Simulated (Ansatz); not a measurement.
**MgO: density, localisation and related maps**

```
Mg O
1.0
     2.96067    0.00000    0.00000
    -1.48034    2.56402    0.00000
     0.00000    0.00000   59.24043
Mg O
24 24
Direct
  0.33333 0.66667 0.04230
  0.00000 0.00000 0.37564
  0.66667 0.33333 0.70897
  0.33333 0.66667 0.29103
  0.00000 0.00000 0.62436
  0.66667 0.33333 0.95770
  0.66667 0.33333 0.12564
  0.33333 0.66667 0.45897
  0.00000 0.00000 0.79230
  0.00000 0.00000 0.20770
  0.66667 0.33333 0.54103
  0.33333 0.66667 0.87436
  0.66667 0.33333 0.24872
  0.33333 0.66667 0.58206
  0.00000 0.00000 0.91539
  0.00000 0.00000 0.08461
  0.66667 0.33333 0.41794
  0.33333 0.66667 0.75128
  0.33333 0.66667 0.16667
  0.00000 0.00000 0.50000
  0.66667 0.33333 0.83333
  0.00000 0.00000 0.00000
  0.66667 0.33333 0.33333
  0.33333 0.66667 0.66667
  0.00000 0.00000 0.14615
  0.66667 0.33333 0.47948
  0.33333 0.66667 0.81282
  0.66667 0.33333 0.18718
  0.33333 0.66667 0.52052
  0.00000 0.00000 0.85385
  0.33333 0.66667 0.10512
  0.00000 0.00000 0.43846
  0.66667 0.33333 0.77179
  0.33333 0.66667 0.22821
  0.00000 0.00000 0.56154
  0.66667 0.33333 0.89488
  0.00000 0.00000 0.31288
  0.66667 0.33333 0.64621
  0.33333 0.66667 0.97954
  0.66667 0.33333 0.02046
  0.33333 0.66667 0.35379
  0.00000 0.00000 0.68712
  0.00000 0.00000 0.26918
  0.66667 0.33333 0.60252
  0.33333 0.66667 0.93585
  0.66667 0.33333 0.06415
  0.33333 0.66667 0.39748
  0.00000 0.00000 0.73082
```

Space group R-3m; a structure from a database of computed crystals, not necessarily the ambient phase; started from the database structure prototype, which need not be the ambient phase.

Method: Ansatz 0.2.0, DFT, PBE0, plane waves, PAW.

In a PAW calculation such maps are meaningful between the atoms, not at the nuclei.

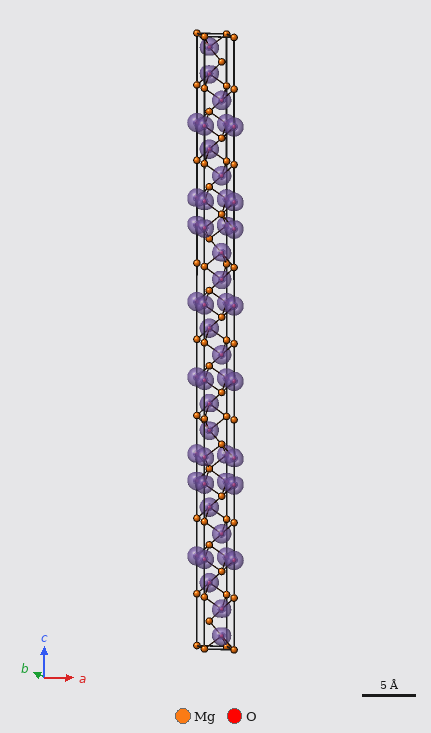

Figure 1. Isosurface of the ELF at 0.7 (purple), seen slightly off an axis. Only the valence region is drawn (cores and ρ < 0.01 e/Å³ removed). Sticks mark near contacts.

Question: Where are the electrons localised?

Answer: At this value the surface marks out 24 regions wrapped around O (the valence shell of each), counted in one cell of 48 atoms. Regions shared between cells count once. Profiles from the grid: Mg–O (2.10 Å): the ELF peaks at about 0.85 in the valence shell of O, 0.6 Å from its nucleus, and is about 0.35 at the midpoint (an ionic contact with no shared pair). Mg–O (2.14 Å): the ELF peaks at about 0.85 in the valence shell of O, 0.6 Å from its nucleus, and is about 0.35 at the midpoint (a closed-shell, largely ionic contact).

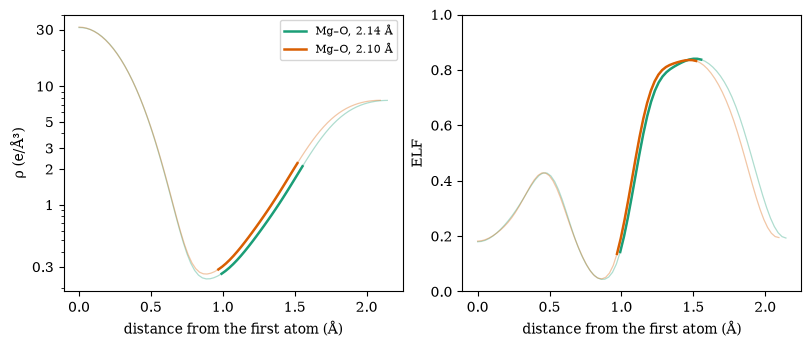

Figure 2. Valence electron density and ELF along straight lines between neighbouring atoms. Thin, pale parts lie inside the atomic spheres.

Question: Compare the contacts.

Answer: Mg–O (2.14 Å): the density is about 0.32 e/Å³ at the midpoint; the ELF peaks at about 0.85 in the valence shell of O, 0.6 Å from its nucleus, and is about 0.35 at the midpoint: an ionic contact with no shared pair.
Mg–O (2.10 Å): ρ at the midpoint is about 0.34 e/Å³; the ELF peaks at about 0.85 in the valence shell of O, 0.6 Å from its nucleus, and is about 0.35 at the midpoint (a closed-shell, largely ionic contact).

Question: Metal or insulator at this level of theory?

Answer: It is gapped, with a Kohn–Sham gap of 6.6 eV on the k-point mesh (the band edges may lie off the mesh, which would make the gap smaller).
